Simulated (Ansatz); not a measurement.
A periodic structure is given below.

```cif
data_structure
_symmetry_space_group_name_H-M 'P 1'
_symmetry_Int_Tables_number 1
_cell_length_a 2.5613
_cell_length_b 2.5613
_cell_length_c 4.3848
_cell_angle_alpha 90.000
_cell_angle_beta 90.000
_cell_angle_gamma 120.000
_cell_volume 24.91
loop_
_atom_site_label
_atom_site_type_symbol
_atom_site_fract_x
_atom_site_fract_y
_atom_site_fract_z
_atom_site_occupancy
Rh1 Rh 0.66667 0.33333 0.75000 1
Rh2 Rh 0.33333 0.66667 0.25000 1
```

### Interpret the file: composition, symmetry and coordination.

The element is rhodium. It takes space group P6_3/mmc (No. 194) on a primitive hexagonal lattice. The structure is of the kind named hexagonal close-packed (Mg type). The cell holds two atoms. About every Rh there are twelve Rh in an anticuboctahedral arrangement at 2.56 to 2.64 Å. The bonds build a three-dimensional framework.

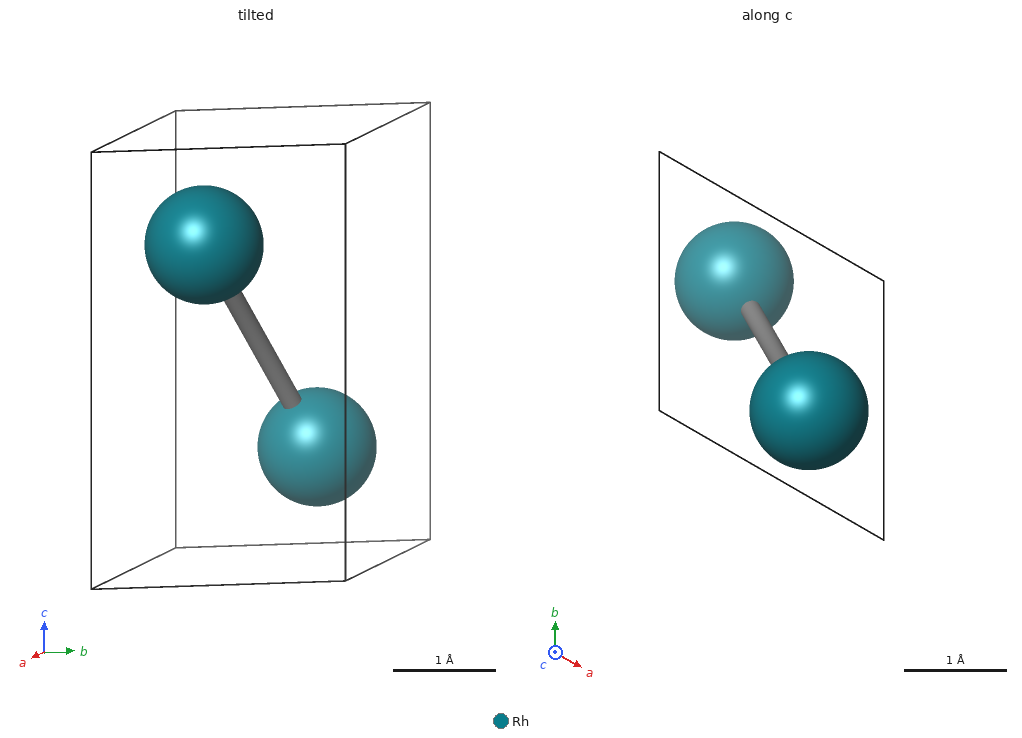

Ball-and-stick representation of a periodic structure, projected slightly off an axis and along the c axis. Lines trace the edges of the conventional unit cell.

It derives from a structure listed in the Materials Project. The cell was then strained or its atoms displaced on purpose. It went into a calculation with Ansatz.

At this level of theory the cell isn't at rest (compressed, at 44 GPa), so its distances can differ from those at equilibrium, the more so the softer the solid.
